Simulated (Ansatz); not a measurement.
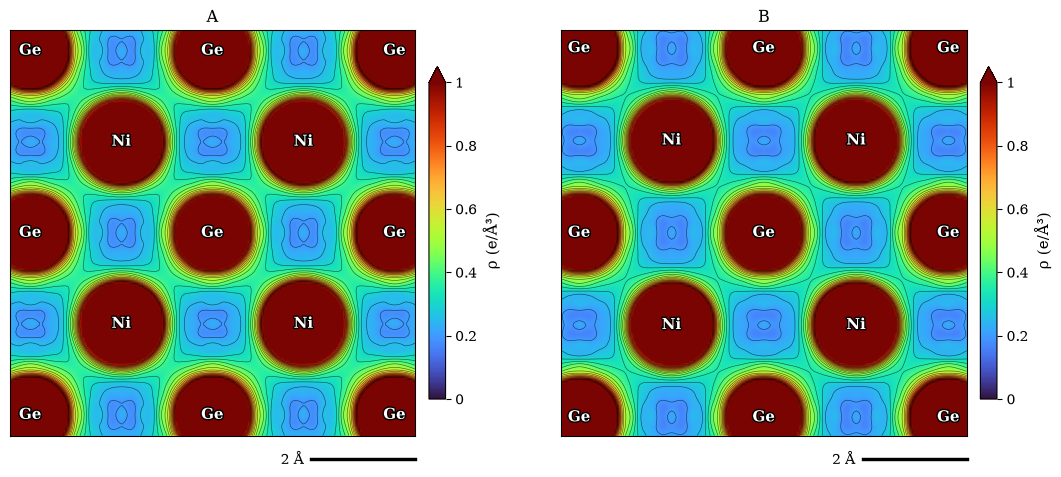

Ni$_{3}$Ge. The valence pseudo-density of two cells that differ in size, on the (100) plane of each (indices in the axes of the calculation cell), at one length scale and on one colour scale: B has 11.2 Å³ an atom and A 10.8.

Level of theory: Kohn-Sham DFT of a periodic cell, PBEsol, Ansatz PAW (Ansatz).

In a PAW calculation such maps are meaningful between the atoms, not at the nuclei.

Q: What changes from the larger cell to the smaller?

A: From the larger cell to the smaller, Ni–Ge goes from 2.51 to 2.48 Å, and the density at its midpoint from 0.35 to 0.37 e/Å³; the pressure goes from −5 to 3.6 GPa.
